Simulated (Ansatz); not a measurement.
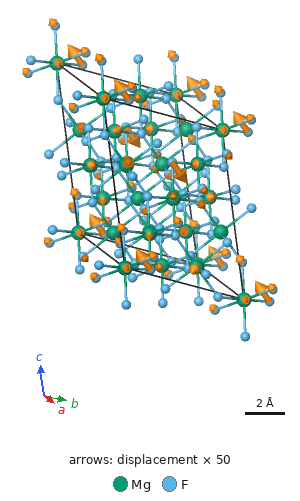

This is a relaxation of a defect cell of composition Mg15F32. The starting structure is drawn; orange arrows show the displacements, 50 times their true length.

Style: ball-and-stick. Shown: the cell of the calculation, slightly off an axis.

Case: Mg vacancy (site a), charge +0, atoms relaxed at the host's cell, started again with a moment of 0 muB.

These are results of DFT PBE, scalar-relativistic, plane waves, PAW in Ansatz, not measurements. (plane-wave cutoff 420 eV; k-point mesh 2 × 2 × 2; occupations gaussian; smearing width 0.01 eV; mesh shifted by (0.5, 0.5, 0.5); no spin polarisation; atoms relaxed in a fixed cell; force threshold 0.025 eV/Å; at most 45 steps)

Atoms of which element are displaced furthest, and by how much?

Fluorine: up to 0.028 Å, against 0.013 Å for magnesium.

What did the optimiser do to the structure, and how much energy did it gain?

The largest moves, 0.028 Å, are those of F atoms. By element the largest moves are F 0.028 Å, Mg 0.013 Å. The cell stays as it was. Near-neighbour distances that change, for instance: F–Mg 1.991 → 1.965 Å, F–Mg 1.955 → 1.943 Å, F–Mg 2.046 → 2.056 Å, F–Mg 2.019 → 2.026 Å. The energy falls by 12.6 meV per cell of the calculation in 2 accepted moves (3 points after the start). The largest force component goes from 0.13 to 0.014 eV/Å. 1 step only repeated the SCF at the same geometry. The run took 55 s on 4 threads of Arm Neoverse V1 (shared host), peak memory 2 GiB.
